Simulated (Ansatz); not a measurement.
## Run report: C (charge +0.5), single-point calculation

C (Fd-3m, 2 atoms in the cell, total charge +0.5), computed with DFT, PBEsol, plane waves, PAW, no spin polarisation (Ansatz 0.2.0).

The structure derives from an entry of the Crystallography Open Database. Some settings of this run were made unusual or wrong on purpose. Figures and captions count atoms from 1; the log counts them from 0 in places.

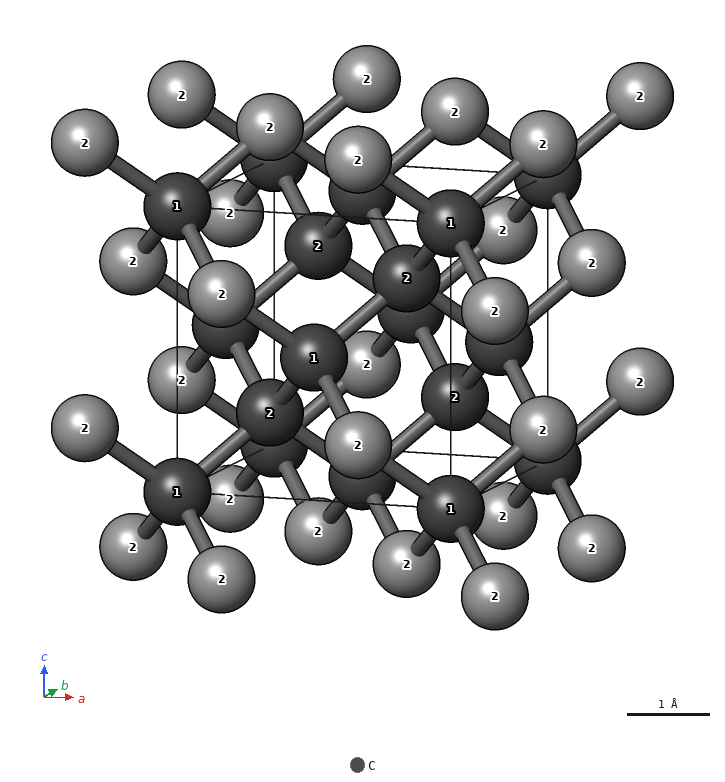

Fig. 1: The input geometry (ball-and-stick view of the cell 4 times as large as that of the calculation, set on its symmetry axes, seen slightly off an axis; neighbours outside the cell are drawn fainter; atoms are numbered from 1 in the order of the input). An atom can appear more than once, as a periodic image. Near neighbours in the periodic cell (some may lie outside the picture): C has 4 C at 1.54 Å.

Input file
```yaml
crystal:
  lattice:
    - [0.0, 1.7769046136, 1.7769046136]
    - [1.7769046136, 0.0, 1.7769046136]
    - [1.7769046136, 1.7769046136, 0.0]
  atoms:
    - { symbol: C, position: [0.0, 0.0, 0.0] }
    - { symbol: C, position: [0.25, 0.25, 0.25] }
basis:
  ecutwfc: 420
kpoints:
  mp_grid: { grid: [12, 12, 12] }
hamiltonian:
  xc: pbesol
scf:
  occupations: { method: gaussian, width: 0.02 }
  max_iter: 75
output:
  forces: true
  eigenvalues: true
  stress: true
total_charge: 0.5
```

Launch command:
```bash
ansatz run input.yaml --threads 4 --pin off --max-ram 11264MiB --backend cpu --events-out ev --progress --plain --runs-dir out
```

What the program printed
```
Engine: ansatz 0.2.0, x86_64-unknown-linux-gnu
Pseudopotentials: kind: paw
Pseudopotential: C, paw, valence charge 4, recommended cutoff 420 eV (normal), C.paw.azcp
Functional definition: PBEsol
  exchange = pbesol_x
  correlation = pbesol_c
Crystal: 2 atoms, lattice volume = 11.221 Å³
Basis set: ecut = 420 eV, 229 PW (Γ), exchange–correlation on 36×36×36 points (8 copies of the dense FFT grid, shifted against one another)
Bands: 8, of which v1, the nominal top of the filled ones, is band 4 counted from 1 (3 counted from 0)
Symmetry: 48 space group operations
Space group: Fd-3m (ITA 227), of the structure as read, at distance tolerance 2.2e-5 Å
k-points: 72 of 1728
Non-local potential: C, projectors of the file, l = 0: 2, l = 1: 2, l = 2: 1
PAW form: soft (Blöchl's): semilocal exchange-correlation on the pseudo side does not see the compensation charge
PAW frozen core: C, regenerated for the run's functional, and the local potential with it (the file was generated under x = pbe(κ = 0.804, μ = 0.2195149727645171), c = pbe(β = 0.06672455060314922))
PAW one-centre angular grid: C, 110 points (default); XC on 64 Gauss nodes
Initial density: superposition of atomic densities (neutral atoms scaled as one to the charged cell's electrons: chi_scale 0, normalization atom), corrected by the library's trained network
Initial wavefunctions: pseudopotential atomic-orbital guess
Functional: x = pbesol(κ = 0.804, μ = 0.12345679012345678), c = pbesol(β = 0.046)
SCF iter   1: F=—  HF=-499.185252 eV  |F-HF|=—  |Δ(HF+E_count)|=         —  Δρ=5.28e-3  dr2=1.18e-3  ethr=1.77e-3  ⟨swp⟩=5.4  Hψ=3886  notcnv=0
preconditioner: auto → none  [insulator: Δε(μ)=0.130 eV  Ē_g=19.505 eV  σ=0.020 eV  W_gap=0.88  n_scr=0 (ndim 8)  ℏωp=30.4 eV  f_vac=0.000  D(μ)=0.40/eV (n_scr^D=0)  ε∞_Penn≈3.4]
SCF iter   2: F=—  HF=-499.196473 eV  |F-HF|=—  |Δ(HF+E_count)|=   1.12e-2  Δρ=2.46e-3  dr2=2.14e-4  ethr=1.57e-5  ⟨swp⟩=3.0  Hψ=1711  notcnv=0  defer=16
SCF iter   3: F=—  HF=-499.200589 eV  |F-HF|=—  |Δ(HF+E_count)|=   4.12e-3  Δρ=1.62e-4  dr2=1.11e-6  ethr=2.86e-6  ⟨swp⟩=2.0  Hψ=1120  notcnv=0  defer=16
SCF iter   4: F=—  HF=-499.200590 eV  |F-HF|=—  |Δ(HF+E_count)|=   1.51e-6  Δρ=2.56e-5  dr2=1.57e-8  ethr=1.47e-8  ⟨swp⟩=2.6  Hψ=808  notcnv=0  defer=16
iter 5 did not close the SCF: its close was put off for the readings that it lacked (scf_convergence_deferred on its scf_iter line)
SCF iter   5: F=-499.200590 eV  HF=-499.200590 eV  |F-HF|=2.50e-10  |Δ(HF+E_count)|=   2.90e-8  Δρ=2.78e-6  dr2=4.82e-10  ethr=2.10e-10  ⟨swp⟩=2.0  Hψ=756  notcnv=0  defer=16
SCF iter   6: F=-499.200590 eV  HF=-499.200590 eV  |F-HF|=2.84e-13  |Δ(HF+E_count)|=  1.99e-10  Δρ=6.49e-8  dr2=1.09e-13  ethr=6.43e-12  ⟨swp⟩=1.8  Hψ=1858  notcnv=0
SCF 1 converged in 6 iterations: F = -499.200590 eV  dr2 = 1.09e-13
  greatest PAW one-centre occupation: 0.643 electrons in one spin orbital (limit 2), on the C atom at site 1 (counted from 0), in its partial waves of l = 0
SCF converged after 6 iterations
Free energy (F): -499.200590 eV
Harris-Foulkes:  -499.200590 eV  (|F-HF|=2.84e-13)
Internal energy: -499.200509 eV  (E = F + TS)
E sigma→0 (E₀):  -499.200550 eV
Entropy (-TS):   -0.000081 eV (-0.040 meV/atom)
Fermi energy:    10.796523 eV
--- Per-component energies (eV) ---
  E_band       = 28.795746
  E_kinetic    = 168.414167
  E_local      = -113.631009  (includes V_loc(G=0)·N_el)
  E_nonlocal   = 51.667522
  E_hartree    = 23.125561
  E_xc         = -90.006609
  E_vxc        = -111.680142  (∫ρ·V_xc dr)
  E_paw        = -189.584913  (= ΣΔE_a)
  E_vpaw       = -12.225931  (= ΣTr[D̂ρ^β])
  E_aug_tail   = 0.000015  (compensation charges beyond the density's cutoff)
  E_ewald      = -349.227444
  E_core_change = 0.042201  (= ΣΔE_core)
  E_smearing   = -0.000081  (= −TS)
  E_closure    = -0.000000  (closes the sum)
  E_deformation_potential = 10.901023  (in the stress; not in F)
  Σ components = -499.200590   (vs F -499.200590, Δ=0.00e0)
--- Forces (eV/Å), atoms counted from 1 ---
  atom   1  C      0.00000000     0.00000000     0.00000000
  atom   2  C      0.00000000     0.00000000    -0.00000000
  max |Σ_I F_I| component: 2.78e-17 eV/Å
--- Stress (GPa, compression-positive) ---
       35.461806      -0.000000       0.000000
        0.000000      35.461806       0.000000
        0.000000      -0.000000      35.461806
  P = ⅓ Tr σ = 35.4618 GPa (354.618 kbar)
--- Band table (eV; the first three rows and the last of 72) ---
  k-point 0: bands = ["-8.1294", "13.2147", "13.2147", "13.2147", "18.9754", "18.9754", "18.9754", "26.8540"]
  k-point 1: bands = ["-7.9372", "12.0182", "12.8987", "12.8987", "19.3916", "19.3916", "19.6822", "27.0059"]
  k-point 2: bands = ["-7.3631", "9.5258", "12.2066", "12.2066", "20.3043", "20.3043", "20.7923", "27.4472"]
  k-point 71: bands = ["1.3461", "1.3461", "4.9976", "4.9976", "24.1059", "24.1059", "25.7386", "25.7386"]
```

Outcome

- outcome: converged
- space group (tolerance 0.01 Å): Fd-3m (227)
- electrons treated: 7.500
- free energy: −499.2006 eV
- Fermi energy: 10.797 eV
- gap on the k-point mesh: 4.46 eV by band count, under the smearing
- pressure: 35.46 GPa
- largest force (length of the vector): under 0.001 eV/Å
- hardware: 4 threads of Intel Xeon @ 2.50GHz (Skylake/Cascade Lake), 192 GiB of memory available, shared host
- peak memory: 0.31 GiB

Diagnosis

The input was spoiled on purpose: a charge that the system can't hold (`total_charge`). The cell cannot bind or give up so many electrons; the background charge dominates. The run converged all the same; its numbers are those of the faulty input and shouldn't be used. The cell is charged and computed with a neutralising background, so its energy and pressure depend on the cell and aren't those of a real crystal.
